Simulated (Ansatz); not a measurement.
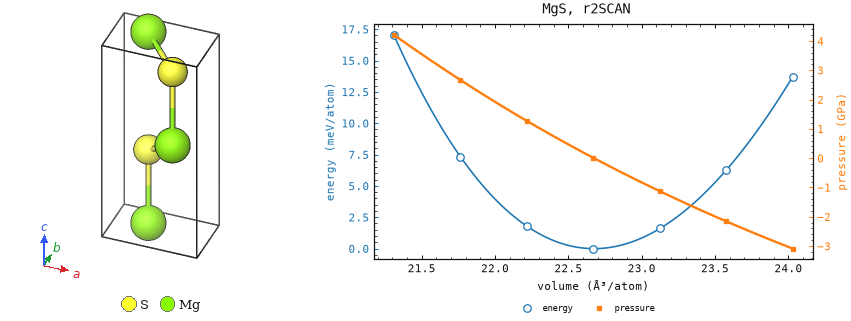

The plot gives the computed energy and pressure against volume for MgS, space group P6_3mc (No. 186). The conventional cell is drawn beside the plot.

Cell as given: a = 4.035 Å, b = 4.035 Å, c = 6.432 Å, α = 90.00°, β = 90.00°, γ = 120.00°; 4 atoms.

Method: plane-wave DFT, no spin polarisation; energies at scaled volumes of the given cell, shape and fractions fixed, counted from the fit's minimum, third-order Birch-Murnaghan fit (Ansatz 0.2.0). Level: r2SCAN.

- k mesh: 8×8×4
- occupations: Fermi–Dirac
- smearing width: 0.05 eV
- potentials: Ansatz PAW
- wave cutoff: 500 eV
- density cutoff: 2000 eV

Question: How stiff is the solid, and where is its volume at rest?

Answer: A third-order Birch–Murnaghan fit gives V0 = 22.68 Å³/atom, B0 = 59.9 GPa and B′ = 4.0.

Question: Read off the course of the pressure.

Answer: It falls from 4.21 GPa at volume 21.31 Å³/atom to −3.09 GPa at 24.03 Å³/atom, and changes sign near 22.67 Å³/atom.

Note: shape and atomic fractions are frozen while scaling, which makes layered, chain and framework solids too stiff.
